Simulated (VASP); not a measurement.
**Run report: TiO2, geometry relaxation (part 1 of 2)**

- system: TiO2 (P4₂/mnm, 6 atoms in the cell)
- method: Kohn-Sham DFT of a periodic cell, PBEsol, VASP PAW PBE potentials, recommended, no spin polarisation (VASP 6.6.1)

The structure derives from an entry of the Crystallography Open Database.

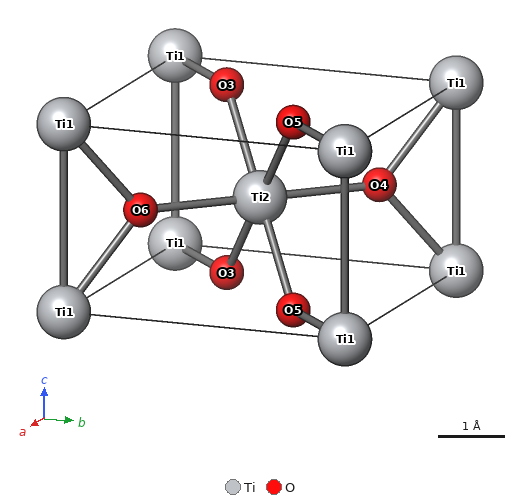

*The input geometry (ball-and-stick view of the cell of the calculation, seen slightly off an axis; atoms are numbered from 1 in the order of the input). An atom can appear more than once, as a periodic image.*

Near neighbours in the periodic cell (some may lie outside the picture): Ti has 6 O at 1.94 to 1.98 Å and 2 Ti at 2.94 Å; O has 3 Ti at 1.94 to 1.98 Å.

**INCAR**
```
ALGO = Normal
EDIFF = 1E-7
EDIFFG = -0.005
ENCUT = 600
GGA = PS
IBRION = 2
ISIF = 3
ISMEAR = 0
KPAR = 4
LASPH = T
LCHARG = F
LREAL = F
LWAVE = F
NELM = 80
NSW = 90
PREC = Accurate
SIGMA = 0.03
```

**KPOINTS**
```
k-points
0
Gamma
  6 6 10
```

**POSCAR**
```
TiO2                                    
1.0
    4.5924156956      0.0000000000      0.0000000000
   -0.0000000000      4.5924156956      0.0000000000
    0.0000000000      0.0000000000      2.9417133062
  Ti              O             
     2     4
Direct
     1.0000000000000000    0.0000000000000000    0.0000000000000000
     0.5000000000000000    0.5000000000000000    0.5000000000000000
     0.3042848952518264    0.3042848952518264    1.0000000000000000
     0.1957151047481736    0.8042848952518266    0.5000000000000000
     0.6957151047481734    0.6957151047481734    0.0000000000000000
     0.8042848952518266    0.1957151047481736    0.5000000000000000
```

Launched with:
```bash
cat potpaw_PBE.64/Ti_sv/POTCAR potpaw_PBE.64/O/POTCAR > POTCAR
mpirun -np 4 vasp_std > vasp.out
```

**OSZICAR**
```
N       E                     dE             d eps       ncg     rms          rms(c)
DAV:   1     0.722403934044E+03    0.72240E+03   -0.27252E+04  3360   0.225E+03
DAV:   2     0.657731049090E+02   -0.65663E+03   -0.63686E+03  3480   0.620E+02
DAV:   3    -0.661821993053E+02   -0.13196E+03   -0.12616E+03  5256   0.228E+02
DAV:   4    -0.723384419448E+02   -0.61562E+01   -0.61484E+01  4548   0.538E+01
DAV:   5    -0.725921113353E+02   -0.25367E+00   -0.25360E+00  4816   0.933E+00    0.315E+01
DAV:   6    -0.566322883104E+02    0.15960E+02   -0.11066E+02  4132   0.103E+02    0.118E+01
DAV:   7    -0.562506854677E+02    0.38160E+00   -0.15661E+01  4280   0.315E+01    0.786E+00
DAV:   8    -0.563760229070E+02   -0.12534E+00   -0.49179E+00  4124   0.208E+01    0.493E+00
DAV:   9    -0.561114727650E+02    0.26455E+00   -0.27778E+00  4176   0.149E+01    0.151E+00
DAV:  10    -0.561058361418E+02    0.56366E-02   -0.15477E-01  4236   0.317E+00    0.206E-01
DAV:  11    -0.561069138560E+02   -0.10777E-02   -0.11842E-02  5036   0.695E-01    0.117E-01
DAV:  12    -0.561068712214E+02    0.42635E-04   -0.78726E-04  4284   0.224E-01    0.427E-02
DAV:  13    -0.561068406407E+02    0.30581E-04   -0.12183E-04  4564   0.792E-02    0.128E-02
DAV:  14    -0.561068409970E+02   -0.35629E-06   -0.23119E-05  3888   0.297E-02    0.848E-03
DAV:  15    -0.561068405754E+02    0.42162E-06   -0.10968E-05  4692   0.283E-02    0.506E-03
DAV:  16    -0.561068403473E+02    0.22808E-06   -0.17202E-06  4508   0.130E-02    0.316E-04
DAV:  17    -0.561068403364E+02    0.10908E-07   -0.39260E-08  2336   0.165E-03
   1 F= -.56106840E+02 E0= -.56106840E+02  d E =-.561068E+02
       N       E                     dE             d eps       ncg     rms          rms(c)
DAV:   1    -0.561068498377E+02   -0.94904E-05   -0.18366E-03  4040   0.334E-01    0.223E-02
DAV:   2    -0.561068462720E+02    0.35657E-05   -0.54601E-05  4176   0.666E-02    0.112E-02
DAV:   3    -0.561068442743E+02    0.19978E-05   -0.10860E-05  4228   0.237E-02    0.314E-03
DAV:   4    -0.561068441783E+02    0.95973E-07   -0.18531E-06  4288   0.750E-03    0.275E-03
DAV:   5    -0.561068441112E+02    0.67119E-07   -0.13271E-07  2288   0.433E-03
   2 F= -.56106844E+02 E0= -.56106844E+02  d E =-.377477E-05
```

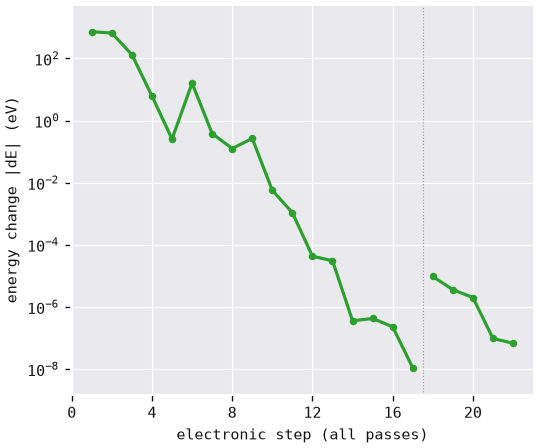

*Convergence of the self-consistent field: energy change |dE| against the electronic step. Each stretch between dotted lines is the SCF of one geometry step of a relaxation.*

The 2 ionic steps take 5 to 17 electronic steps each. The density is held fixed in the first few steps, and dE rises again when its update begins.

**Parts of OUTCAR**
```
EDIFF = 1E-7
   EDIFFG = -0.005
   ENCUT = 600
   GGA = PS
   IBRION = 2
   ISIF = 3
   ISMEAR = 0
   LASPH = T
   LREAL = F
   NELM = 80
   NSW = 90
   PREC = Accurate

 ion  position               nearest neighbor table
   1  0.000  0.000  0.000-   4 1.94   6 1.94   4 1.94   6 1.94   5 1.98   3 1.98
   2  0.500  0.500  0.500-   3 1.94   5 1.94   3 1.94   5 1.94   4 1.98   6 1.98
   3  0.304  0.304  0.000-   2 1.94   2 1.94   1 1.98
   4  0.196  0.804  0.500-   1 1.94   1 1.94   2 1.98
   5  0.696  0.696  0.000-   2 1.94   2 1.94   1 1.98
   6  0.804  0.196  0.500-   1 1.94   1 1.94   2 1.98

  LATTYP: Found a simple tetragonal cell.
 ALAT       =     4.5924156956
 C/A-ratio  =     0.6405590219

  Lattice vectors:

 A1 = (   4.5924156956,   0.0000000000,   0.0000000000)
 A2 = (   0.0000000000,   4.5924156956,   0.0000000000)
 A3 = (   0.0000000000,   0.0000000000,   2.9417133062)

Analysis of symmetry for initial positions (statically):
=====================================================================
 Subroutine PRICEL returns:
 Original cell was already a primitive cell.

 Routine SETGRP: Setting up the symmetry group for a
 simple tetragonal supercell.

 Subroutine GETGRP returns: Found 16 space group operations
 (whereof  8 operations were pure point group operations)
 out of a pool of 16 trial point group operations.

The static configuration has the point symmetry D_2h.
 The point group associated with its full space group is D_4h.

Analysis of symmetry for dynamics (positions and initial velocities):
=====================================================================
 Subroutine PRICEL returns:
 Original cell was already a primitive cell.

 Routine SETGRP: Setting up the symmetry group for a
 simple tetragonal supercell.

 Subroutine GETGRP returns: Found 16 space group operations
 (whereof  8 operations were pure point group operations)
 out of a pool of 16 trial point group operations.

The dynamic configuration has the point symmetry D_2h.
 The point group associated with its full space group is D_4h.

 Subroutine INISYM returns: Found 16 space group operations
 (whereof  8 operations are pure point group operations),
 and found     1 'primitive' translations

----------------------------------------------------------------------------------------

                                     Primitive cell

  volume of cell :      62.0416

  direct lattice vectors                    reciprocal lattice vectors
     4.592415696  0.000000000  0.000000000     0.217750323  0.000000000  0.000000000
     0.000000000  4.592415696  0.000000000     0.000000000  0.217750323  0.000000000
     0.000000000  0.000000000  2.941713306     0.000000000  0.000000000  0.339937953

  length of vectors
     4.592415696  4.592415696  2.941713306     0.217750323  0.217750323  0.339937953

  position of ions in fractional coordinates (direct lattice)
     0.000000000  0.000000000  0.000000000
     0.500000000  0.500000000  0.500000000
     0.304284895  0.304284895  0.000000000
     0.195715105  0.804284895  0.500000000
     0.695715105  0.695715105  0.000000000
     0.804284895  0.195715105  0.500000000

  ion indices of the primitive-cell ions
   primitive index   ion index
                 1           1
                 2           2
                 3           3
                 4           4
                 5           5
                 6           6

----------------------------------------------------------------------------------------

 KPOINTS: k-points

Automatic generation of k-mesh.
 Grid dimensions read from file:
 generate k-points for:    6    6   10

 Generating k-lattice:

  Cartesian coordinates                     Fractional coordinates (reciprocal lattice)
     0.036291720  0.000000000  0.000000000     0.166666667  0.000000000  0.000000000
     0.000000000  0.036291720  0.000000000     0.000000000  0.166666667  0.000000000
     0.000000000  0.000000000  0.033993795     0.000000000  0.000000000  0.100000000

  Length of vectors
     0.036291720  0.036291720  0.033993795

  Shift w.r.t. Gamma in fractional coordinates (k-lattice)
     0.000000000  0.000000000  0.000000000

 Subroutine IBZKPT returns following result:
 ===========================================

 Found     60 irreducible k-points:

 Following reciprocal coordinates:
            Coordinates               Weight
  0.000000  0.000000  0.000000      1.000000
  0.166667  0.000000  0.000000      4.000000
  0.333333  0.000000  0.000000      4.000000
  0.500000  0.000000  0.000000      2.000000
  0.166667  0.166667  0.000000      4.000000
  0.333333  0.166667  0.000000      8.000000
  0.500000  0.166667  0.000000      4.000000
  0.333333  0.333333  0.000000      4.000000
  0.500000  0.333333  0.000000      4.000000
  0.500000  0.500000  0.000000      1.000000
  0.000000  0.000000  0.100000      2.000000
  0.166667  0.000000  0.100000      8.000000
  0.333333  0.000000  0.100000      8.000000
  0.500000  0.000000  0.100000      4.000000
  0.166667  0.166667  0.100000      8.000000
  0.333333  0.166667  0.100000     16.000000
  0.500000  0.166667  0.100000      8.000000
  0.333333  0.333333  0.100000      8.000000
  0.500000  0.333333  0.100000      8.000000
  0.500000  0.500000  0.100000      2.000000
  0.000000  0.000000  0.200000      2.000000
  0.166667  0.000000  0.200000      8.000000
  0.333333  0.000000  0.200000      8.000000
  0.500000  0.000000  0.200000      4.000000
 [... further k-points ...]
   k-points           NKPTS =     60   k-points in BZ     NKDIM =     60   number of bands    NBANDS=     28
   number of dos      NEDOS =    301   number of ions     NIONS =      6
   total plane-waves  NPLWV =  38400
   dimension x,y,z NGX =    40 NGY =   40 NGZ =   24
   dimension x,y,z NGXF=    80 NGYF=   80 NGZF=   48
   ions per type =               2   4
   NGX,Y,Z   is equivalent  to a cutoff of  14.48, 14.48, 13.56 a.u.
   NGXF,Y,Z  is equivalent  to a cutoff of  28.96, 28.96, 27.13 a.u.
 SYSTEM =  unknown system
   PREC   = accura    normal or accurate (medium, high low for compatibility)
   ISTART =      0    job   : 0-new  1-cont  2-samecut
   ICHARG =      2    charge: 1-file 2-atom 10-const
   ISPIN  =      1    spin polarized calculation?
   LNONCOLLINEAR =      F non collinear calculations
   LSORBIT =      F    spin-orbit coupling
   LASPH  =      T    aspherical Exc in radial PAW
   ENCUT  =  600.0 eV  44.10 Ry    6.64 a.u.   9.17  9.17  5.88*2*pi/ulx,y,z
   NELM   =     80;   NELMIN=  2; NELMDL= -5     # of ELM steps
   EDIFF  = 0.1E-06   stopping-criterion for ELM
   LREAL  =      F    real-space projection
   EDIFFG = -.5E-02   stopping-criterion for IOM
   NSW    =     90    number of steps for IOM
   IBRION =      2    ionic relax: 0-MD 1-quasi-New 2-CG
   NFREE  =      1    steps in history (QN), initial steepest desc. (CG)
   ISIF   =      3    stress and relaxation
   ISYM   =      2    0-nonsym 1-usesym 2-fastsym
   POTIM  = 0.5000    time-step for ionic-motion
   TEBEG  =    0.0;   TEEND  =   0.0 temperature during run
   PSTRESS=    0.0 pullay stress
   NELECT =      48.0000    total number of electrons
   NUPDOWN=      -1.0000    fix difference up-down
   EMIN   =  10.00;   EMAX   =-10.00  energy-range for DOS
   EFERMI =   0.00;   METHOD = LEGACY
   ISMEAR =     0;   SIGMA  =   0.03  broadening in eV -4-tet -1-fermi 0-gaus
   EFERMI_NEDOS =   21; number of points for ismear=-14 and -15
   IALGO  =     38    algorithm
   IMIX   =      4    mixing-type and parameters
     AMIX     =   0.40;   BMIX     =  1.00
     AMIX_MAG =   1.60;   BMIX_MAG =  1.00
  volume/ion in A,a.u.               =      10.34        69.78
  Fermi-wavevector in a.u.,A,eV,Ry     =   1.502892  2.840053 30.731251  2.258683
  Thomas-Fermi vector in A             =   2.614073
   LORBIT       =      0    0 simple, 1 ext, 2 COOP (PROOUT), +10 PAW based schemes
   GGA     = PS    functional components
   LHFCALC =     F    Hartree Fock is set to
   AEXX    =    0.0000 exact exchange contribution
   IVDW    =     0    specifies the selected vdW correction
   LEPSILON=     F    determine dielectric tensor
   LRPA    =     F    only Hartree local field effects (RPA)
 conjugate gradient relaxation of ions
 non-spin polarized calculation
 Gauss-broadening in eV      SIGMA  =   0.03
  energy-cutoff  :      600.00
  volume of cell :       62.04
 maximum number of plane-waves:      2092
 NGX is ok and might be reduce to    40
   NGX = 19   NGY = 19   NGZ = 11

--------------------------------------- Ionic step        1  -------------------------------------------

 number of electron      47.9999990 magnetization

 Free energy of the ion-electron system (eV)
  ---------------------------------------------------
  ext. energy  EPLUGINS =         0.00000000
  ---------------------------------------------------
  free energy    TOTEN  =       -56.10684034 eV

  energy without entropy =      -56.10684034  energy(sigma->0) =      -56.10684034

------------------------ aborting loop because EDIFF is reached ----------------------------------------
```
